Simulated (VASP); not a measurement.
ZrS (space group Fm-3m, No. 225): an entry of the Crystallography Open Database, as set up for an electronic-structure calculation.

```xyz
8
Lattice="5.2500 0.0000 0.0000 0.0000 5.2500 0.0000 0.0000 0.0000 5.2500" Properties=species:S:1:pos:R:3 pbc="T T T"
Zr    0.0000    0.0000    0.0000
S     2.6250    0.0000    0.0000
Zr    0.0000    2.6250    2.6250
S     2.6250    2.6250    2.6250
Zr    2.6250    0.0000    2.6250
S     0.0000    0.0000    2.6250
Zr    2.6250    2.6250    0.0000
S     0.0000    2.6250    0.0000
```

Bonds are taken as S–Zr below 3 Å. Atoms with one bond or none are removed and atoms with two bonds are replaced by edges, until no such atom is left.

Derive the underlying net.

The result is a uninodal 6-connected, three-periodic net: Zr and S are 6-connected nodes. It is the pcu net, known from NaCl, ReO3 and the B-X framework of perovskite. It is a single net, without interpenetration.

| node | links | point symbol | coordination sequence |
| --- | --- | --- | --- |
| Zr and S | 6 | 4^12.6^3 | 6 18 38 66 |

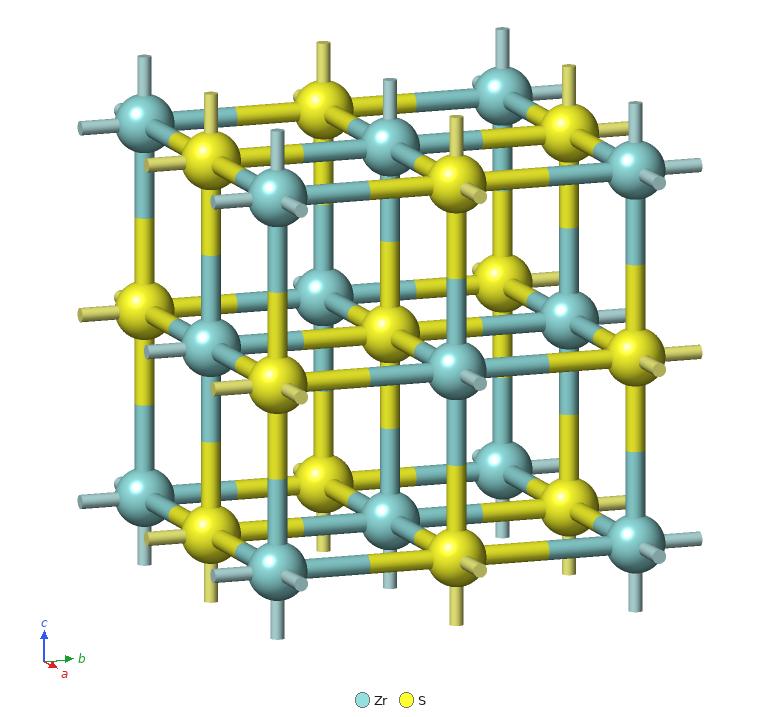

Nodes are coloured by element. Short stubs are edges that leave the cut-out.
